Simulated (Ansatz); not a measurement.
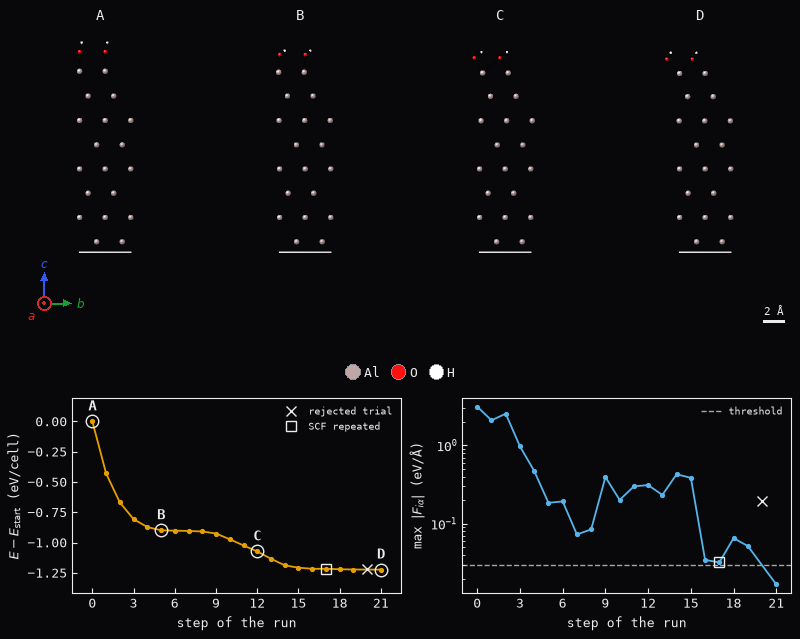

Frames of a constrained relaxation of a slab of composition Al8HO (cut from the P6_3/mmc phase), marked on the history of the run. Style: ball-and-stick. Shown: the 2 × 2 repeat of the cell, outlined in the plane, without the vacuum, along the a axis.

Case: OH put at a top Al site. The slab is the (0 0 1) face of Al with OH on it. 4 atoms are held fixed.

All numbers below come from DFT PBEsol, scalar-relativistic, plane waves, PAW in Ansatz. (plane-wave cutoff 420 eV; k-point mesh 12 × 12 × 1; occupations gaussian; smearing width 0.1 eV; no spin polarisation; dipole correction; atoms relaxed in a fixed cell; force threshold 0.03 eV/Å; at most 70 steps)

### What happens along the run?

The energy falls by 1.223 eV per cell of the calculation in 19 accepted moves (21 points after the start). Largest force component: 3.1 eV/Å at the start, 0.017 eV/Å at the end. The line search rejected the trial step at point 20 of the run. 1 step only repeated the SCF at the same geometry. The H atom moves most: 1.77 Å at 56° to the normal (−c side). By element the largest moves are H 1.77 Å, O 1.58 Å, Al 0.21 Å. The cell stays as it was. Among the contacts that change: Al–O 3.403 → 1.978 Å, Al–O 1.880 → 1.974 Å, H–O 0.967 → 0.983 Å. New bonds form, among them: Al–O (3.40 → 1.98 Å). Bond angles that change, for instance: Al–O–H 155.6° → 115.6°. The run took 12 min on 2 threads of Intel(R) Xeon(R) Processor @ 2.70GHz (shared host), peak memory 0.78 GiB. From step 0 to 5: the H atom moves most (0.96 Å), energy −0.899 eV per cell of the calculation. From step 5 to 12: the O atom moves most (0.91 Å), energy −0.175 eV per cell of the calculation. From step 12 to 21: the H atom moves most (1.05 Å), energy −0.150 eV per cell of the calculation.

```
step  E − E(0), meV/atom  largest force component, eV/Å                         note
   0                0.00                         3.1229                             
   1              -42.92                         2.0881                             
   2              -66.86                         2.5401                             
   3              -80.65                         0.9709                             
   4              -87.17                         0.4723                             
   5              -89.86                         0.1854                             
   6              -90.16                         0.1931                             
   7              -90.42                         0.0732                             
   8              -90.83                         0.0850                             
   9              -92.53                         0.3947                             
  10              -97.27                         0.2018                             
  11             -102.37                         0.3007                             
  12             -107.34                         0.3118                             
  13             -113.37                         0.2337                             
  14             -118.79                         0.4290                             
  15             -120.72                         0.3858                             
  16             -121.64                         0.0347                             
  17             -121.64                         0.0322  same geometry, SCF repeated
  18             -122.00                         0.0657                             
  19             -122.22                         0.0521                             
  20             -121.87                         0.1956                     rejected
  21             -122.32                         0.0169
```

Limits of the set-up: the cell has an odd number of electrons but was run without spin polarisation; the periodic images lie only 2.8 Å apart, so the values are limited by the cell's size.
